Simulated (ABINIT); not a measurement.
## KTaO3: oneshot calculation (part 2 of 2)

The same run, continued: KTaO3 (5 atoms in the cell); Kohn-Sham DFT of a periodic cell, LDA, PseudoDojo NC SR LDA v0.4.1 standard, no spin polarisation (ABINIT 10.8.3); cutoff 952.4 eV, 4×4×4 k-mesh, fixed occupations. The structure derives from an entry of the Crystallography Open Database.

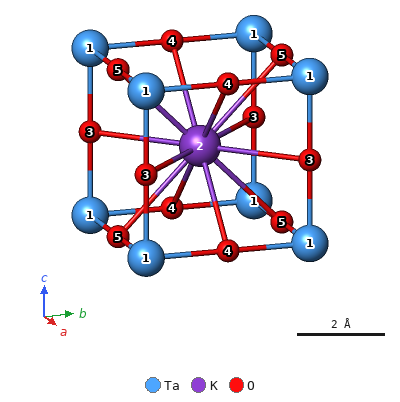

Fig. 1: The input geometry (ball-and-stick view of the cell of the calculation, seen slightly off an axis; atoms are numbered from 1 in the order of the input).

### The program's output, continued
```
 cartesian forces (eV/Angstrom) at end:
    1     -0.00000000000000    -0.00000000000000    -0.00000000000000
    2     -0.00000000000000    -0.00000000000000    -0.00000000000000
    3     -0.00000000000000    -0.00000000000000    -0.00000000000000
    4     -0.00000000000000    -0.00000000000000    -0.00000000000000
    5     -0.00000000000000    -0.00000000000000    -0.00000000000000
 frms,max,avg= 0.0000000E+00 0.0000000E+00   0.000E+00  0.000E+00  0.000E+00 e/A
 length scales=  7.536794707958  7.536794707958  7.536794707958 bohr
              =  3.988300000000  3.988300000000  3.988300000000 angstroms
 Fermi (or HOMO) energy (hartree) =   0.19417   Average Vxc (hartree)=  -0.42888
 Eigenvalues (hartree) for nkpt=  10  k points:
 kpt#   1, nband= 20, wtk=  0.01563, kpt=  0.0000  0.0000  0.0000 (reduced coord)
  -2.28629   -1.05554   -1.05554   -1.05554   -0.79405   -0.43799   -0.41083   -0.41083
  -0.19720   -0.19720   -0.19720    0.10475    0.10475    0.10475    0.15488    0.15488
   0.15488    0.17051    0.17051    0.17051
 prteigrs : prtvol=0 or 1, do not print more k-points.

--- !EnergyTerms
iteration_state     : {dtset: 1, }
comment             : Components of total free energy in Hartree
kinetic             :  6.04910073557778E+01
hartree             :  2.82601159631953E+01
xc                  : -3.33116476012982E+01
Ewald energy        : -1.03682236344862E+02
psp_core            :  4.54990568516151E+00
local_psp           : -1.01944444966890E+02
non_local_psp       :  7.52783062608595E-01
total_energy        : -1.44884516846307E+02
total_energy_eV     : -3.94250854896720E+03
band_energy         : -1.42783501680667E+01
...

 Cartesian components of stress tensor (hartree/bohr^3)
  sigma(1 1)=  3.03657129E-04  sigma(3 2)=  0.00000000E+00
  sigma(2 2)=  3.03657129E-04  sigma(3 1)=  0.00000000E+00
  sigma(3 3)=  3.03657129E-04  sigma(2 1)=  0.00000000E+00

-Cartesian components of stress tensor (GPa)         [Pressure= -8.9339E+00 GPa]
- sigma(1 1)=  8.93390116E+00  sigma(3 2)=  0.00000000E+00
- sigma(2 2)=  8.93390116E+00  sigma(3 1)=  0.00000000E+00
- sigma(3 3)=  8.93390116E+00  sigma(2 1)=  0.00000000E+00

================================================================================
== DATASET  2 ==================================================================

--- !DatasetInfo
iteration_state: {dtset: 2, }
dimensions: {natom: 5, nkpt: 10, mband: 32, nsppol: 1, nspinor: 1, nspden: 1, mpw: 4260, }
cutoff_energies: {ecut:  35.0, pawecutdg:  -1.0, }
electrons: {nelect:   4.00000000E+01, charge:   0.00000000E+00, occopt:   1.00000000E+00, tsmear:   1.00000000E-02, }
meta: {optdriver: 0, ionmov: 0, optcell: 0, iscf: -2, paral_kgb: 0, }
...

 mkfilename : getden/=0, take file _DEN from output of DATASET   1.

 Exchange-correlation functional for the present dataset will be:
  LDA: Perdew-Wang 92 LSD fit to Ceperley-Alder data - ixc=7
  J.P.Perdew and Y.Wang, PRB 45, 13244 (1992)

 Real(R)+Recip(G) space primitive vectors, cartesian coordinates (Bohr,Bohr^-1):
 R(1)=  7.5367947  0.0000000  0.0000000  G(1)=  0.1326824  0.0000000  0.0000000
 R(2)=  0.0000000  7.5367947  0.0000000  G(2)=  0.0000000  0.1326824  0.0000000
 R(3)=  0.0000000  0.0000000  7.5367947  G(3)=  0.0000000  0.0000000  0.1326824
 Unit cell volume ucvol=  4.2811462E+02 bohr^3
 Angles (23,13,12)=  9.00000000E+01  9.00000000E+01  9.00000000E+01 degrees

 getcut: wavevector=  0.0000  0.0000  0.0000  ngfft=  45  45  45
         ecut(hartree)=     35.000   => boxcut(ratio)=   2.19213
--------------------------------------------------------------------------------

================================================================================
 Non-SCF case, kpt    1 (  0.00000  0.00000  0.00000), residuals and eigenvalues=
  6.83E-13  1.85E-13  2.57E-13  8.93E-13  4.20E-13  6.29E-13  2.68E-13  2.79E-13
  3.17E-13  2.83E-13  2.40E-13  8.71E-13  6.18E-13  2.44E-13  4.84E-13  5.94E-13
  9.29E-13  3.82E-13  3.11E-13  3.06E-13  7.30E-13  6.25E-13  8.37E-13  9.76E-13
  7.50E-13  3.75E-13  4.13E-13  2.21E-13  3.78E-11  1.02E-10  1.68E-10  3.85E-08
 -2.2863E+00 -1.0555E+00 -1.0555E+00 -1.0555E+00 -7.9405E-01 -4.3799E-01
 -4.1083E-01 -4.1083E-01 -1.9720E-01 -1.9720E-01 -1.9720E-01  1.0475E-01
  1.0475E-01  1.0475E-01  1.5488E-01  1.5488E-01  1.5488E-01  1.7051E-01
  1.7051E-01  1.7051E-01  2.7026E-01  2.7026E-01  2.7026E-01  4.2954E-01
  4.4390E-01  4.4390E-01  4.8132E-01  4.8132E-01  6.0213E-01  6.0213E-01
  6.0213E-01  7.0021E-01
 prteigrs : prtvol=0 or 1, do not print more k-points.

--- !ResultsGS
iteration_state: {dtset: 2, }
comment   : Summary of ground state results
lattice_vectors:
- [  7.5367947,   0.0000000,   0.0000000, ]
- [  0.0000000,   7.5367947,   0.0000000, ]
- [  0.0000000,   0.0000000,   7.5367947, ]
lattice_lengths: [   7.53679,    7.53679,    7.53679, ]
lattice_angles: [ 90.000,  90.000,  90.000, ] # degrees, (23, 13, 12)
lattice_volume:   4.2811462E+02
convergence: {deltae:  0.000E+00, res2:  0.000E+00, residm:  9.984E-13, diffor:  0.000E+00, }
etotal    :  -1.44884517E+02
entropy   :   0.00000000E+00
fermie    :   1.94172436E-01
cartesian_stress_tensor: null
pressure_GPa: null
xred      :
- [  0.0000E+00,   0.0000E+00,   0.0000E+00, Ta]
- [  5.0000E-01,   5.0000E-01,   5.0000E-01,  K]
- [  0.0000E+00,   0.0000E+00,   5.0000E-01,  O]
- [  0.0000E+00,   5.0000E-01,   0.0000E+00,  O]
- [  5.0000E-01,   0.0000E+00,   0.0000E+00,  O]
cartesian_forces: null
force_length_stats: {min: null, max: null, mean: null, }
...

 Integrated electronic density in atomic spheres:
 ------------------------------------------------
 Atom  Sphere_radius  Integrated_density
    1        2.00000          9.07244610
    2        2.00000          6.92579136
    3        2.00000          6.29380205
    4        2.00000          6.29380205
    5        2.00000          6.29380205
================================================================================

 ----iterations are completed or convergence reached----

 Mean square residual over all n,k,spin=   51.967E-14; max=  99.843E-14
 reduced coordinates (array xred) for    5 atoms
       0.000000000000      0.000000000000      0.000000000000
       0.500000000000      0.500000000000      0.500000000000
       0.000000000000      0.000000000000      0.500000000000
       0.000000000000      0.500000000000      0.000000000000
       0.500000000000      0.000000000000      0.000000000000

 cartesian coordinates (angstrom) at end:
    1      0.00000000000000     0.00000000000000     0.00000000000000
    2      1.99415000000000     1.99415000000000     1.99415000000000
    3      0.00000000000000     0.00000000000000     1.99415000000000
    4      0.00000000000000     1.99415000000000     0.00000000000000
    5      1.99415000000000     0.00000000000000     0.00000000000000
 length scales=  7.536794707958  7.536794707958  7.536794707958 bohr
              =  3.988300000000  3.988300000000  3.988300000000 angstroms
 Eigenvalues (hartree) for nkpt=  10  k points:
 kpt#   1, nband= 32, wtk=  0.01563, kpt=  0.0000  0.0000  0.0000 (reduced coord)
  -2.28629   -1.05554   -1.05554   -1.05554   -0.79405   -0.43799   -0.41083   -0.41083
  -0.19720   -0.19720   -0.19720    0.10475    0.10475    0.10475    0.15488    0.15488
   0.15488    0.17051    0.17051    0.17051    0.27026    0.27026    0.27026    0.42954
   0.44390    0.44390    0.48132    0.48132    0.60213    0.60213    0.60213    0.70021
 prteigrs : prtvol=0 or 1, do not print more k-points.

================================================================================
== DATASET  3 ==================================================================

--- !DatasetInfo
iteration_state: {dtset: 3, }
dimensions: {natom: 5, nkpt: 10, mband: 28, nsppol: 1, nspinor: 1, nspden: 1, mpw: 4260, }
cutoff_energies: {ecut:  35.0, pawecutdg:  -1.0, }
electrons: {nelect:   4.00000000E+01, charge:   0.00000000E+00, occopt:   1.00000000E+00, tsmear:   1.00000000E-02, }
meta: {optdriver: 4, gwcalctyp: 5, }
...

 mkfilename : getwfk/=0, take file _WFK from output of DATASET   2.

 mkfilename : getden/=0, take file _DEN from output of DATASET   1.

 Exchange-correlation functional for the present dataset will be:
  LDA: Perdew-Wang 92 LSD fit to Ceperley-Alder data - ixc=7
  J.P.Perdew and Y.Wang, PRB 45, 13244 (1992)

 SIGMA: Calculation of the GW corrections

 Based on a program developped by R.W. Godby, V. Olevano, G. Onida, and L. Reining.
 Incorporated in ABINIT by V. Olevano, G.-M. Rignanese, and M. Torrent.

 Real(R)+Recip(G) space primitive vectors, cartesian coordinates (Bohr,Bohr^-1):
 R(1)=  7.5367947  0.0000000  0.0000000  G(1)=  0.1326824  0.0000000  0.0000000
 R(2)=  0.0000000  7.5367947  0.0000000  G(2)=  0.0000000  0.1326824  0.0000000
 R(3)=  0.0000000  0.0000000  7.5367947  G(3)=  0.0000000  0.0000000  0.1326824
 Unit cell volume ucvol=  4.2811462E+02 bohr^3
 Angles (23,13,12)=  9.00000000E+01  9.00000000E+01  9.00000000E+01 degrees

--- Pseudopotential description ------------------------------------------------
- pspini: atom type   1  psp file is ./Ta.upf
  73.00000  13.00000  180309                  znucl, zion, pspdat
12 -1012 3 -1 1432                            pspcod,pspxc,lmax,lloc,mmax
     nproj     2     2     2     2

- pspini: atom type   2  psp file is ./K.upf
  19.00000   9.00000  180309                  znucl, zion, pspdat
12 -1012 2 -1 2170                            pspcod,pspxc,lmax,lloc,mmax
     nproj     2     2     2     0

- pspini: atom type   3  psp file is ./O.upf
   8.00000   6.00000  201201                  znucl, zion, pspdat
12 -1012 2 -1 926                             pspcod,pspxc,lmax,lloc,mmax
     nproj     2     2     1     0

--------------------------------------------------------------------------------

 ==== K-mesh for the wavefunctions ====
 Number of points in the irreducible wedge :    10
 Reduced coordinates and weights :

     1)     0.00000000E+00  0.00000000E+00  0.00000000E+00       0.01563
     2)     2.50000000E-01  0.00000000E+00  0.00000000E+00       0.09375
     3)     5.00000000E-01  0.00000000E+00  0.00000000E+00       0.04688
     4)     2.50000000E-01  2.50000000E-01  0.00000000E+00       0.18750
     5)     5.00000000E-01  2.50000000E-01  0.00000000E+00       0.18750
     6)     5.00000000E-01  5.00000000E-01  0.00000000E+00       0.04688
     7)     2.50000000E-01  2.50000000E-01  2.50000000E-01       0.12500
     8)     5.00000000E-01  2.50000000E-01  2.50000000E-01       0.18750
     9)     5.00000000E-01  5.00000000E-01  2.50000000E-01       0.09375
    10)     5.00000000E-01  5.00000000E-01  5.00000000E-01       0.01563

 Together with 48 symmetry operations and time-reversal symmetry
 yields    64 points in the full Brillouin Zone.

 ==== Q-mesh for screening function ====
 Number of points in the irreducible wedge :    10
 Reduced coordinates and weights :

     1)     0.00000000E+00  0.00000000E+00  0.00000000E+00       0.01563
     2)     2.50000000E-01  0.00000000E+00  0.00000000E+00       0.09375
     3)     5.00000000E-01  0.00000000E+00  0.00000000E+00       0.04688
     4)     2.50000000E-01  2.50000000E-01  0.00000000E+00       0.18750
     5)     5.00000000E-01  2.50000000E-01  0.00000000E+00       0.18750
     6)     5.00000000E-01  5.00000000E-01  0.00000000E+00       0.04688
     7)     2.50000000E-01  2.50000000E-01  2.50000000E-01       0.12500
     8)     5.00000000E-01  2.50000000E-01  2.50000000E-01       0.18750
     9)     5.00000000E-01  5.00000000E-01  2.50000000E-01       0.09375
    10)     5.00000000E-01  5.00000000E-01  5.00000000E-01       0.01563

 Together with 48 symmetry operations and time-reversal symmetry
 yields    64 points in the full Brillouin Zone.

 vcoul_init : cutoff-mode = AUXILIARY_FUNCTION
 q-points for optical limit:   1
     1)      0.000010    0.000020    0.000030
 Number of electrons calculated from density =   40.0000; Expected =   40.0000
 average of density, n =  0.093433
 r_s =    1.3671
 omega_plasma =   29.4853 [eV]

 === KS Band Gaps ===
  >>>> For spin  1
   Minimum direct gap =   2.7141 [eV], located at k-point      :   0.0000  0.0000  0.0000
   Fundamental gap    =   2.0704 [eV], Top of valence bands at :   0.5000  0.5000  0.5000
                                       Bottom of conduction at :   0.0000  0.0000  0.0000
 SIGMA fundamental parameters:
 Hartree-Fock
 number of plane-waves for SigmaX                 4169
 number of plane-waves for SigmaC and W              1
 number of plane-waves for wavefunctions          4169
 number of bands                                    28
 number of independent spin polarizations            1
 number of spinorial components                      1
 number of k-points in IBZ                          10
 number of q-points in IBZ                          10
 number of symmetry operations                      48
 number of k-points in BZ                           64
 number of q-points in BZ                           64
 number of frequencies for dSigma/dE                 1
 frequency step for dSigma/dE [eV]                0.00
 number of omega for Sigma on real axis              0
 max omega for Sigma on real axis  [eV]           0.00
 zcut for avoiding poles [eV]                     0.10

 matrix elements of self-energy operator (all in [eV])

 Perturbative Calculation

--- !SelfEnergy_ee
iteration_state: {dtset: 3, }
kpoint     : [   0.500,    0.500,    0.500, ]
spin       : 1
KS_gap     :    6.426
QP_gap     :   18.782
Delta_QP_KS:   12.355
data: !SigmaeeData |
     Band     E0 <VxcDFT>   SigX SigC(E0)      Z dSigC/dE  Sig(E)    E-E0       E
       18   5.284 -19.896 -25.114   0.000   1.000   0.000 -25.114  -5.218   0.065
       19   5.284 -19.896 -25.114   0.000   1.000   0.000 -25.114  -5.218   0.065
       20   5.284 -19.896 -25.114   0.000   1.000   0.000 -25.114  -5.218   0.065
       21  11.710 -18.286 -11.149   0.000   1.000   0.000 -11.149   7.137  18.847
       22  11.710 -18.286 -11.149   0.000   1.000   0.000 -11.149   7.137  18.847
       23  11.710 -18.286 -11.149   0.000   1.000   0.000 -11.149   7.137  18.847
...

--- !SelfEnergy_ee
iteration_state: {dtset: 3, }
kpoint     : [   0.000,    0.000,    0.000, ]
spin       : 1
KS_gap     :    2.714
QP_gap     :   13.595
Delta_QP_KS:   10.880
data: !SigmaeeData |
     Band     E0 <VxcDFT>   SigX SigC(E0)      Z dSigC/dE  Sig(E)    E-E0       E
       18   4.640 -20.147 -25.304   0.000   1.000   0.000 -25.304  -5.157  -0.517
       19   4.640 -20.147 -25.304   0.000   1.000   0.000 -25.304  -5.157  -0.517
       20   4.640 -20.147 -25.304   0.000   1.000   0.000 -25.304  -5.157  -0.517
       21   7.354 -14.960  -9.237   0.000   1.000   0.000  -9.237   5.724  13.078
       22   7.354 -14.960  -9.237   0.000   1.000   0.000  -9.237   5.724  13.078
       23   7.354 -14.960  -9.237   0.000   1.000   0.000  -9.237   5.724  13.078
...

== END DATASET(S) ==============================================================
================================================================================

 -outvars: echo values of variables after computation  --------
            acell      7.5367947080E+00  7.5367947080E+00  7.5367947080E+00 Bohr
           etotal1    -1.4488451685E+02
           etotal3     0.0000000000E+00
            fcart1    -0.0000000000E+00 -0.0000000000E+00 -0.0000000000E+00
                      -0.0000000000E+00 -0.0000000000E+00 -0.0000000000E+00
                      -0.0000000000E+00 -0.0000000000E+00 -0.0000000000E+00
                      -0.0000000000E+00 -0.0000000000E+00 -0.0000000000E+00
                      -0.0000000000E+00 -0.0000000000E+00 -0.0000000000E+00
            fcart3     0.0000000000E+00  0.0000000000E+00  0.0000000000E+00
                       0.0000000000E+00  0.0000000000E+00  0.0000000000E+00
                       0.0000000000E+00  0.0000000000E+00  0.0000000000E+00
                       0.0000000000E+00  0.0000000000E+00  0.0000000000E+00
                       0.0000000000E+00  0.0000000000E+00  0.0000000000E+00
           strten1     3.0365712853E-04  3.0365712853E-04  3.0365712853E-04
                       0.0000000000E+00  0.0000000000E+00  0.0000000000E+00
           strten3     0.0000000000E+00  0.0000000000E+00  0.0000000000E+00
                       0.0000000000E+00  0.0000000000E+00  0.0000000000E+00
           xangst      0.0000000000E+00  0.0000000000E+00  0.0000000000E+00
                       1.9941500000E+00  1.9941500000E+00  1.9941500000E+00
                       0.0000000000E+00  0.0000000000E+00  1.9941500000E+00
                       0.0000000000E+00  1.9941500000E+00  0.0000000000E+00
                       1.9941500000E+00  0.0000000000E+00  0.0000000000E+00
             xred      0.0000000000E+00  0.0000000000E+00  0.0000000000E+00
                       5.0000000000E-01  5.0000000000E-01  5.0000000000E-01
                       0.0000000000E+00  0.0000000000E+00  5.0000000000E-01
                       0.0000000000E+00  5.0000000000E-01  0.0000000000E+00
                       5.0000000000E-01  0.0000000000E+00  0.0000000000E+00
 Calculation completed.
```

This output came from the following input.

### The input
```
# Datasets
ndtset 3

# Pseudopotentials
pp_dirpath "./"
pseudos "Ta.upf, K.upf, O.upf"

# Structure
acell 3.9883 3.9883 3.9883 Angstrom
rprim
     1.0000000000     0.0000000000     0.0000000000
     0.0000000000     1.0000000000     0.0000000000
     0.0000000000     0.0000000000     1.0000000000
ntypat 3
znucl 73 19 8
natom 5
typat 1 2 3 3 3
xred
            0.0            0.0            0.0
            1/2            1/2            1/2
            0.0            0.0            1/2
            0.0            1/2            0.0
            1/2            0.0            0.0

# Plane-wave basis
ecut 35.0

# k points
kptopt 1
ngkpt 4 4 4
nshiftk 1
shiftk 0.0 0.0 0.0
istwfk *1

# Exchange and correlation
ixc 7

# Bands and occupations
occopt 1

# SCF cycle
nstep 80
diemac 6.0

# Output
iomode 3
prteig 0
prtebands 0

# Dataset 1: ground state
nband1 20
tolvrs1 1.0e-12
prtden1 1
prtwf1 0

# Dataset 2: empty bands at fixed density
iscf2 -2
getden2 1
nband2 32
nbdbuf2 4
tolwfr2 1.0e-12
nstep2 120
prtden2 0

# Dataset 3: self-energy
optdriver3 4
getwfk3 2
nband3 28
ecutsigx3 35.0
ecutwfn3 35.0
symsigma3 1
gwcalctyp3 5
ixc_sigma3 40
getden3 1
fftgw3 01
gw_qprange3 0
```

Launch command:
```bash
abinit run.abi > log 2>&1
```

### Summary

```csv
quantity,value
outcome,converged
space group (tolerance 0.01 Å),Pm-3m (221)
electrons treated,40
quasiparticle gap,13.01 eV
gap on the k-point mesh,2.07 eV
hardware,"1 thread of Arm Neoverse V1, 24 GiB of memory available, shared host"
wall time,1.9 min
peak memory,0.44 GiB
```

### Remarks

Points of doubt noted for this run: cutoff too low for stress. Spin–orbit coupling is left out, which matters for Ta.
